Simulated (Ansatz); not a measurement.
# Molecular dynamics of Si (part 1 of 5)

The run: molecular dynamics of Si (defect cell, 17 atoms in the cell). Method and program: DFT PBEsol, scalar-relativistic, plane waves, PAW, PAW set soft_1, no spin polarisation (Ansatz 0.2.0).

It belongs to a series of runs on one base structure; here: dynamics from the last frame of the run before.

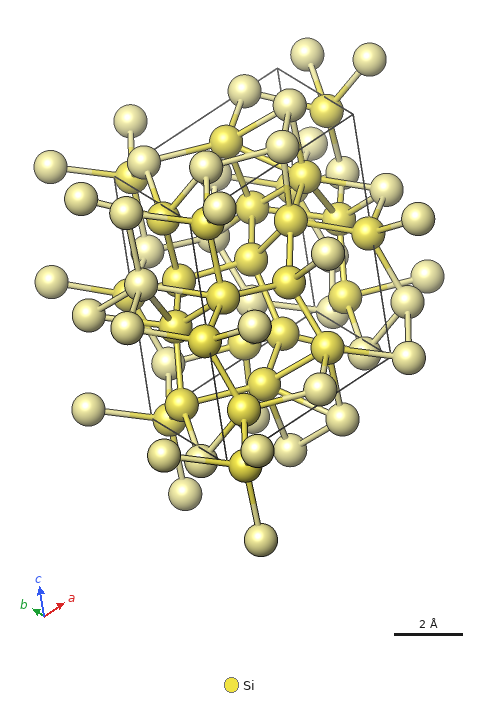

The starting structure (ball-and-stick view of the cell of the calculation, seen slightly off an axis; neighbours outside the cell are drawn fainter).

Results in brief:

| quantity | value |
| --- | --- |
| outcome | finished |
| mean temperature over the second half | 1125 K |
| trajectory | 260 steps, 520 fs |
| ensemble | nvt_langevin |
| temperature in the input | 1260.0 K |
| time step | 2 fs |
| electrons treated | 68 |
| potential energy (free energy of the electrons) (last step) | −10558.1353 eV |
| Fermi energy (last step) | 6.899 eV |
| largest force (length of the vector) (last step) | 2.984 eV/Å |
| hardware | 1 thread of Arm Neoverse V1, 24 GiB of memory available, shared host |
| wall time | 25 min |
| peak memory | 0.54 GiB |

Notes:

The program warns: the PAW datasets were made with another functional. The k-point mesh is coarse for a cell of this size, so the results may not be converged.

Input file:
```yaml
crystal:
  lattice:
    - [0.0, 5.43, 5.43]
    - [5.43, 0.0, 5.43]
    - [5.43, 5.43, 0.0]
  atoms:
    - { symbol: Si, position: [0.08540979, -0.03244596, -0.03642666] }
    - { symbol: Si, position: [0.17529442, 0.09604674, 0.12963478] }
    - { symbol: Si, position: [-0.00629133, 0.03402564, 0.50509815] }
    - { symbol: Si, position: [0.17906598, 0.15588023, 0.57950847] }
    - { symbol: Si, position: [0.01809799, 0.42567608, -0.07462252] }
    - { symbol: Si, position: [0.03307069, 0.61980867, 0.11367661] }
    - { symbol: Si, position: [0.029585, 0.52300625, 0.45572836] }
    - { symbol: Si, position: [0.14333136, 0.66675869, 0.56815364] }
    - { symbol: Si, position: [0.55542087, -0.06255334, 0.0751021] }
    - { symbol: Si, position: [0.69403159, 0.100278, 0.15396749] }
    - { symbol: Si, position: [0.5332123, 0.09314763, 0.49668544] }
    - { symbol: Si, position: [0.62167387, 0.15612617, 0.700974] }
    - { symbol: Si, position: [0.4479026, 0.46362698, 0.04424773] }
    - { symbol: Si, position: [0.6282288, 0.55317022, 0.15529923] }
    - { symbol: Si, position: [0.50858633, 0.52653192, 0.51971665] }
    - { symbol: Si, position: [0.62088259, 0.68703548, 0.65295386] }
    - { symbol: Si, position: [-0.20589326, 0.30899011, 0.77467838] }
basis:
  ecutwfc: 420.0
kpoints:
  mp_grid: { grid: [2, 2, 2] }
hamiltonian:
  xc: pbesol
  pseudopotentials: { kind: paw, azcp: { folder: soft_1 } }
scf:
  occupations: { method: fermi_dirac, width: 0.05 }
  lower_state_search: "off"
md:
  timestep: 2
  n_steps: 260
  ensemble: nvt_langevin
  temperature: 1260.0
  initial_velocities: maxwell_boltzmann
  seed: 337330
  friction: 0.005
```

Launched with:
```bash
ansatz run input.yaml --threads 1 --pin off --max-ram 3072MiB --backend cpu --events-out ev --progress --plain --runs-dir out
```

Output:
```
Warning: md: disabling space-group detection — thermal motion breaks the input geometry's symmetry, so no spatial operation reduces the k-mesh or symmetrises the density; time reversal is kept, so that k and −k are solved as one point where they differ and the mesh holds both, and exact exchange and, on two spinor components, a DFT+U term hold to it where the run has them: on two components no moment then forms, and a state that bears one, which a typed moment (crystal.atoms[].spin; refused beside efield: under a hybrid functional) reaches, can lie lower, under hf by electronvolts; crystal.symmetry.detect: false (a key that needs symmetry detection or time reversal refuses this as the deck is read) with time_reversal: false beside it drops time reversal too
Warning: [file] the record states the generating functional pbe (its physics header spells it `PBE`), which answers neither for hamiltonian.xc's functional nor for the pbesol family's — results may be inconsistent (PPs are generated against a specific XC)
Engine: ansatz 0.2.0, aarch64-unknown-linux-gnu
Pseudopotentials: kind: paw
Pseudopotential: Si, paw, valence charge 4, recommended cutoff 420 eV (normal), [file]
Functional definition: PBEsol
  exchange = pbesol_x
  correlation = pbesol_c
Crystal: 17 atoms, lattice volume = 320.206 Å³
Basis set: ecut = 420 eV, 6231 PW (Γ), exchange–correlation on 108×108×108 points (8 copies of the dense FFT grid, shifted against one another)
Bands: 51, of which v1, the nominal top of the filled ones, is band 34 counted from 1 (33 counted from 0)
Symmetry: 1 space group operations
k-points: 8
Non-local potential: Si, projectors of the file, l = 0: 2, l = 1: 2, l = 2: 1
PAW form: soft (Blöchl's): semilocal exchange-correlation on the pseudo side does not see the compensation charge
PAW frozen core: Si, regenerated for the run's functional, and the local potential with it (the file was generated under x = pbe(κ = 0.804, μ = 0.2195149727645171), c = pbe(β = 0.06672455060314922))
PAW one-centre angular grid: Si, 110 points (default); XC on 64 Gauss nodes
Initial density: superposition of atomic densities (chi_scale 0.1, normalization cell)
Initial wavefunctions: pseudopotential atomic-orbital guess
Functional: x = pbesol(κ = 0.804, μ = 0.12345679012345678), c = pbesol(β = 0.046)
SCF iter   1: F=—  HF=-10560.502448 eV  |F-HF|=—  |Δ(HF+E_count)|=         —  Δρ=3.96e-2  dr2=5.26e0  ethr=3.10e-3  ⟨swp⟩=8.4  Hψ=2313  notcnv=0  defer=15
preconditioner: auto → Kerker (q_TF=auto, 2.107 Å⁻¹)  [metal: Δε(μ)=0.043 eV  Ē_g=7.671 eV  σ=0.050 eV  W_gap=0.21  n_scr=58 (ndim 8)  ℏωp=17.1 eV  f_vac=0.000  D(μ)=5.14/eV (n_scr^D=26)]
SCF iter   2: F=—  HF=-10559.549200 eV  |F-HF|=—  |Δ(HF+E_count)|=   9.53e-1  Δρ=2.36e-2  dr2=1.95e0  ethr=3.10e-3  ⟨swp⟩=1.1  Hψ=473  notcnv=0  defer=25
SCF iter   3: F=—  HF=-10559.012579 eV  |F-HF|=—  |Δ(HF+E_count)|=   5.37e-1  Δρ=2.49e-3  dr2=2.69e-2  ethr=2.87e-3  ⟨swp⟩=3.0  Hψ=713  notcnv=0  defer=25
SCF iter   4: F=—  HF=-10559.014951 eV  |F-HF|=—  |Δ(HF+E_count)|=   2.37e-3  Δρ=6.35e-4  dr2=3.82e-3  ethr=3.96e-5  ⟨swp⟩=3.0  Hψ=620  notcnv=0  defer=48
SCF iter   5: F=—  HF=-10559.014874 eV  |F-HF|=—  |Δ(HF+E_count)|=   7.78e-5  Δρ=1.63e-4  dr2=1.84e-4  ethr=5.61e-6  ⟨swp⟩=2.8  Hψ=611  notcnv=0  defer=48
SCF iter   6: F=—  HF=-10559.014889 eV  |F-HF|=—  |Δ(HF+E_count)|=   1.55e-5  Δρ=3.35e-5  dr2=9.04e-6  ethr=2.70e-7  ⟨swp⟩=3.0  Hψ=715  notcnv=0  defer=48
SCF iter   7: F=—  HF=-10559.014865 eV  |F-HF|=—  |Δ(HF+E_count)|=   2.37e-5  Δρ=1.05e-5  dr2=8.68e-7  ethr=1.33e-8  ⟨swp⟩=2.4  Hψ=640  notcnv=0  defer=48
SCF iter   8: F=—  HF=-10559.014865 eV  |F-HF|=—  |Δ(HF+E_count)|=   2.76e-8  Δρ=1.91e-6  dr2=2.99e-8  ethr=1.28e-9  ⟨swp⟩=2.5  Hψ=607  notcnv=0  defer=48
SCF iter   9: F=-10559.014865 eV  HF=-10559.014865 eV  |F-HF|=3.29e-10  |Δ(HF+E_count)|=   1.09e-9  Δρ=5.47e-7  dr2=1.88e-9  ethr=2.50e-11  ⟨swp⟩=4.1  Hψ=1265  notcnv=0
SCF 1 converged in 9 iterations: F = -10559.014865 eV  dr2 = 1.88e-9
  greatest PAW one-centre occupation: 0.691 electrons in one spin orbital (limit 2), on the Si atom at site 16 (counted from 0), in its partial waves of l = 0
md step     0: t =     0.00 fs  T =  1185.9 K  F+E_penalty+E_count = -10559.01486531 eV  E_kin = 2.605882 eV  (9 SCF iters)
Initial density: handed on by an earlier stage of this run
Initial wavefunctions: those handed on with the density
iter 1 solved again at ethr=1.43e-5 eV; its pass at ethr=3.10e-3 eV (dr2=9.70e-3 eV) is discarded
SCF iter   1: F=—  HF=-10558.972348 eV  |F-HF|=—  |Δ(HF+E_count)|=         —  Δρ=1.72e-3  dr2=1.26e-2  ethr=1.43e-5  ⟨swp⟩=4.2  Hψ=2313  notcnv=0
preconditioner: auto → Kerker (q_TF=auto, 2.107 Å⁻¹)  [metal: Δε(μ)=0.045 eV  Ē_g=7.553 eV  σ=0.050 eV  W_gap=0.22  n_scr=58 (ndim 8)  ℏωp=17.1 eV  f_vac=0.000  D(μ)=6.66/eV (n_scr^D=50)]
SCF iter   2: F=—  HF=-10558.969948 eV  |F-HF|=—  |Δ(HF+E_count)|=   2.40e-3  Δρ=9.63e-4  dr2=3.75e-3  ethr=1.43e-5  ⟨swp⟩=1.0  Hψ=408  notcnv=0
SCF iter   3: F=—  HF=-10558.968966 eV  |F-HF|=—  |Δ(HF+E_count)|=   9.82e-4  Δρ=8.07e-5  dr2=2.25e-5  ethr=5.52e-6  ⟨swp⟩=2.9  Hψ=711  notcnv=0
SCF iter   4: F=—  HF=-10558.968965 eV  |F-HF|=—  |Δ(HF+E_count)|=   5.89e-7  Δρ=1.84e-5  dr2=2.01e-6  ethr=3.31e-8  ⟨swp⟩=2.0  Hψ=676  notcnv=0
SCF iter   5: F=—  HF=-10558.968938 eV  |F-HF|=—  |Δ(HF+E_count)|=   2.78e-5  Δρ=4.58e-6  dr2=1.56e-7  ethr=2.96e-9  ⟨swp⟩=2.4  Hψ=606  notcnv=0
SCF iter   6: F=-10558.968938 eV  HF=-10558.968938 eV  |F-HF|=1.06e-9  |Δ(HF+E_count)|=   8.39e-9  Δρ=9.66e-7  dr2=6.64e-9  ethr=2.50e-11  ⟨swp⟩=5.0  Hψ=1327  notcnv=0
SCF 2 converged in 6 iterations: F = -10558.968938 eV  dr2 = 6.64e-9
md step     1: t =     2.00 fs  T =  1076.4 K  F+E_penalty+E_count = -10558.96893768 eV  E_kin = 2.365279 eV  (6 SCF iters)
[... from here on the SCF iterations and repeated set-up lines of each step are left out, up to the last step ...]
SCF 3 converged in 6 iterations: F = -10558.882100 eV  dr2 = 6.50e-9
md step     2: t =     4.00 fs  T =  1010.4 K  F+E_penalty+E_count = -10558.88209988 eV  E_kin = 2.220298 eV  (6 SCF iters)
md step     3: t =     6.00 fs  T =   936.4 K  F+E_penalty+E_count = -10558.76110158 eV  E_kin = 2.057612 eV  (7 SCF iters)
md step     4: t =     8.00 fs  T =   900.6 K  F+E_penalty+E_count = -10558.61546781 eV  E_kin = 1.978952 eV  (6 SCF iters)
md step     5: t =    10.00 fs  T =   774.1 K  F+E_penalty+E_count = -10558.46058122 eV  E_kin = 1.700915 eV  (5 SCF iters)
md step     6: t =    12.00 fs  T =   660.8 K  F+E_penalty+E_count = -10558.31191264 eV  E_kin = 1.452089 eV  (5 SCF iters)
md step     7: t =    14.00 fs  T =   619.8 K  F+E_penalty+E_count = -10558.17115263 eV  E_kin = 1.361913 eV  (5 SCF iters)
md step     8: t =    16.00 fs  T =   536.5 K  F+E_penalty+E_count = -10558.05542558 eV  E_kin = 1.178812 eV  (5 SCF iters)
md step     9: t =    18.00 fs  T =   484.7 K  F+E_penalty+E_count = -10557.96610475 eV  E_kin = 1.065048 eV  (5 SCF iters)
md step    10: t =    20.00 fs  T =   453.3 K  F+E_penalty+E_count = -10557.89287187 eV  E_kin = 0.996057 eV  (6 SCF iters)
md step    11: t =    22.00 fs  T =   439.1 K  F+E_penalty+E_count = -10557.84289924 eV  E_kin = 0.964945 eV  (5 SCF iters)
md step    12: t =    24.00 fs  T =   504.8 K  F+E_penalty+E_count = -10557.82307801 eV  E_kin = 1.109234 eV  (5 SCF iters)
md step    13: t =    26.00 fs  T =   509.3 K  F+E_penalty+E_count = -10557.83350429 eV  E_kin = 1.119242 eV  (5 SCF iters)
md step    14: t =    28.00 fs  T =   628.7 K  F+E_penalty+E_count = -10557.87253159 eV  E_kin = 1.381618 eV  (5 SCF iters)
md step    15: t =    30.00 fs  T =   635.2 K  F+E_penalty+E_count = -10557.93661913 eV  E_kin = 1.395905 eV  (5 SCF iters)
md step    16: t =    32.00 fs  T =   692.5 K  F+E_penalty+E_count = -10558.02501389 eV  E_kin = 1.521774 eV  (5 SCF iters)
md step    17: t =    34.00 fs  T =   750.4 K  F+E_penalty+E_count = -10558.13544651 eV  E_kin = 1.648909 eV  (5 SCF iters)
md step    18: t =    36.00 fs  T =   758.7 K  F+E_penalty+E_count = -10558.25330273 eV  E_kin = 1.667183 eV  (5 SCF iters)
md step    19: t =    38.00 fs  T =   754.1 K  F+E_penalty+E_count = -10558.36530564 eV  E_kin = 1.656979 eV  (5 SCF iters)
md step    20: t =    40.00 fs  T =   781.6 K  F+E_penalty+E_count = -10558.46709181 eV  E_kin = 1.717475 eV  (6 SCF iters)
md step    21: t =    42.00 fs  T =   819.4 K  F+E_penalty+E_count = -10558.55073481 eV  E_kin = 1.800625 eV  (5 SCF iters)
md step    22: t =    44.00 fs  T =   864.8 K  F+E_penalty+E_count = -10558.61400824 eV  E_kin = 1.900257 eV  (5 SCF iters)
md step    23: t =    46.00 fs  T =   861.1 K  F+E_penalty+E_count = -10558.66119161 eV  E_kin = 1.892277 eV  (5 SCF iters)
md step    24: t =    48.00 fs  T =   904.7 K  F+E_penalty+E_count = -10558.69011903 eV  E_kin = 1.987964 eV  (5 SCF iters)
md step    25: t =    50.00 fs  T =   879.0 K  F+E_penalty+E_count = -10558.69878904 eV  E_kin = 1.931615 eV  (5 SCF iters)
md step    26: t =    52.00 fs  T =   830.1 K  F+E_penalty+E_count = -10558.68815627 eV  E_kin = 1.823991 eV  (5 SCF iters)
md step    27: t =    54.00 fs  T =   785.3 K  F+E_penalty+E_count = -10558.65861522 eV  E_kin = 1.725615 eV  (5 SCF iters)
md step    28: t =    56.00 fs  T =   734.6 K  F+E_penalty+E_count = -10558.62504265 eV  E_kin = 1.614255 eV  (5 SCF iters)
md step    29: t =    58.00 fs  T =   734.6 K  F+E_penalty+E_count = -10558.59673542 eV  E_kin = 1.614306 eV  (4 SCF iters)
md step    30: t =    60.00 fs  T =   748.6 K  F+E_penalty+E_count = -10558.57204651 eV  E_kin = 1.644930 eV  (7 SCF iters)
md step    31: t =    62.00 fs  T =   738.8 K  F+E_penalty+E_count = -10558.54022882 eV  E_kin = 1.623415 eV  (5 SCF iters)
md step    32: t =    64.00 fs  T =   709.3 K  F+E_penalty+E_count = -10558.49514700 eV  E_kin = 1.558635 eV  (5 SCF iters)
md step    33: t =    66.00 fs  T =   704.9 K  F+E_penalty+E_count = -10558.44628514 eV  E_kin = 1.549062 eV  (5 SCF iters)
md step    34: t =    68.00 fs  T =   683.1 K  F+E_penalty+E_count = -10558.40072316 eV  E_kin = 1.501150 eV  (5 SCF iters)
md step    35: t =    70.00 fs  T =   672.2 K  F+E_penalty+E_count = -10558.37273963 eV  E_kin = 1.477185 eV  (5 SCF iters)
md step    36: t =    72.00 fs  T =   647.7 K  F+E_penalty+E_count = -10558.37941771 eV  E_kin = 1.423354 eV  (5 SCF iters)
md step    37: t =    74.00 fs  T =   615.5 K  F+E_penalty+E_count = -10558.42999165 eV  E_kin = 1.352526 eV  (5 SCF iters)
md step    38: t =    76.00 fs  T =   649.8 K  F+E_penalty+E_count = -10558.51786791 eV  E_kin = 1.427823 eV  (5 SCF iters)
md step    39: t =    78.00 fs  T =   668.8 K  F+E_penalty+E_count = -10558.63201911 eV  E_kin = 1.469734 eV  (5 SCF iters)
md step    40: t =    80.00 fs  T =   800.6 K  F+E_penalty+E_count = -10558.76376150 eV  E_kin = 1.759257 eV  (6 SCF iters)
md step    41: t =    82.00 fs  T =   837.3 K  F+E_penalty+E_count = -10558.90051465 eV  E_kin = 1.839983 eV  (5 SCF iters)
md step    42: t =    84.00 fs  T =   990.9 K  F+E_penalty+E_count = -10559.03544435 eV  E_kin = 2.177410 eV  (5 SCF iters)
md step    43: t =    86.00 fs  T =  1047.9 K  F+E_penalty+E_count = -10559.15917383 eV  E_kin = 2.302668 eV  (5 SCF iters)
md step    44: t =    88.00 fs  T =  1021.3 K  F+E_penalty+E_count = -10559.25318026 eV  E_kin = 2.244204 eV  (5 SCF iters)
md step    45: t =    90.00 fs  T =  1022.4 K  F+E_penalty+E_count = -10559.31082431 eV  E_kin = 2.246723 eV  (5 SCF iters)
md step    46: t =    92.00 fs  T =  1067.7 K  F+E_penalty+E_count = -10559.33706345 eV  E_kin = 2.346236 eV  (5 SCF iters)
md step    47: t =    94.00 fs  T =  1130.5 K  F+E_penalty+E_count = -10559.32460573 eV  E_kin = 2.484086 eV  (5 SCF iters)
md step    48: t =    96.00 fs  T =  1060.5 K  F+E_penalty+E_count = -10559.27070511 eV  E_kin = 2.330459 eV  (5 SCF iters)
md step    49: t =    98.00 fs  T =  1059.4 K  F+E_penalty+E_count = -10559.18741752 eV  E_kin = 2.327952 eV  (5 SCF iters)
md step    50: t =   100.00 fs  T =   983.0 K  F+E_penalty+E_count = -10559.08990725 eV  E_kin = 2.160038 eV  (7 SCF iters)
md step    51: t =   102.00 fs  T =   948.9 K  F+E_penalty+E_count = -10558.99181302 eV  E_kin = 2.085063 eV  (5 SCF iters)
md step    52: t =   104.00 fs  T =   955.2 K  F+E_penalty+E_count = -10558.89998458 eV  E_kin = 2.098879 eV  (5 SCF iters)
md step    53: t =   106.00 fs  T =   949.6 K  F+E_penalty+E_count = -10558.82104843 eV  E_kin = 2.086663 eV  (5 SCF iters)
md step    54: t =   108.00 fs  T =   929.4 K  F+E_penalty+E_count = -10558.74884027 eV  E_kin = 2.042190 eV  (5 SCF iters)
md step    55: t =   110.00 fs  T =   896.0 K  F+E_penalty+E_count = -10558.68277627 eV  E_kin = 1.968973 eV  (5 SCF iters)
md step    56: t =   112.00 fs  T =   915.8 K  F+E_penalty+E_count = -10558.65253734 eV  E_kin = 2.012390 eV  (5 SCF iters)
md step    57: t =   114.00 fs  T =   866.8 K  F+E_penalty+E_count = -10558.65537124 eV  E_kin = 1.904642 eV  (5 SCF iters)
md step    58: t =   116.00 fs  T =   899.8 K  F+E_penalty+E_count = -10558.66815727 eV  E_kin = 1.977345 eV  (5 SCF iters)
md step    59: t =   118.00 fs  T =   906.6 K  F+E_penalty+E_count = -10558.69062750 eV  E_kin = 1.992281 eV  (5 SCF iters)
md step    60: t =   120.00 fs  T =   938.0 K  F+E_penalty+E_count = -10558.70819334 eV  E_kin = 2.061226 eV  (7 SCF iters)
md step    61: t =   122.00 fs  T =   965.9 K  F+E_penalty+E_count = -10558.71778836 eV  E_kin = 2.122460 eV  (5 SCF iters)
md step    62: t =   124.00 fs  T =   976.3 K  F+E_penalty+E_count = -10558.73223163 eV  E_kin = 2.145334 eV  (5 SCF iters)
md step    63: t =   126.00 fs  T =  1013.1 K  F+E_penalty+E_count = -10558.75033268 eV  E_kin = 2.226125 eV  (5 SCF iters)
md step    64: t =   128.00 fs  T =   922.6 K  F+E_penalty+E_count = -10558.76938358 eV  E_kin = 2.027409 eV  (5 SCF iters)
md step    65: t =   130.00 fs  T =   868.6 K  F+E_penalty+E_count = -10558.79854185 eV  E_kin = 1.908618 eV  (5 SCF iters)
md step    66: t =   132.00 fs  T =   878.5 K  F+E_penalty+E_count = -10558.83757916 eV  E_kin = 1.930371 eV  (5 SCF iters)
md step    67: t =   134.00 fs  T =   982.3 K  F+E_penalty+E_count = -10558.88014042 eV  E_kin = 2.158589 eV  (5 SCF iters)
md step    68: t =   136.00 fs  T =   987.0 K  F+E_penalty+E_count = -10558.91518087 eV  E_kin = 2.168793 eV  (5 SCF iters)
md step    69: t =   138.00 fs  T =  1053.1 K  F+E_penalty+E_count = -10558.94954478 eV  E_kin = 2.314027 eV  (5 SCF iters)
md step    70: t =   140.00 fs  T =  1120.8 K  F+E_penalty+E_count = -10558.97992197 eV  E_kin = 2.462973 eV  (7 SCF iters)
md step    71: t =   142.00 fs  T =  1082.5 K  F+E_penalty+E_count = -10558.98551839 eV  E_kin = 2.378713 eV  (5 SCF iters)
md step    72: t =   144.00 fs  T =   981.6 K  F+E_penalty+E_count = -10558.97326547 eV  E_kin = 2.156900 eV  (5 SCF iters)
md step    73: t =   146.00 fs  T =   982.7 K  F+E_penalty+E_count = -10558.95798025 eV  E_kin = 2.159417 eV  (5 SCF iters)
md step    74: t =   148.00 fs  T =   993.4 K  F+E_penalty+E_count = -10558.94021202 eV  E_kin = 2.182878 eV  (5 SCF iters)
md step    75: t =   150.00 fs  T =  1014.8 K  F+E_penalty+E_count = -10558.92240335 eV  E_kin = 2.229980 eV  (5 SCF iters)
```
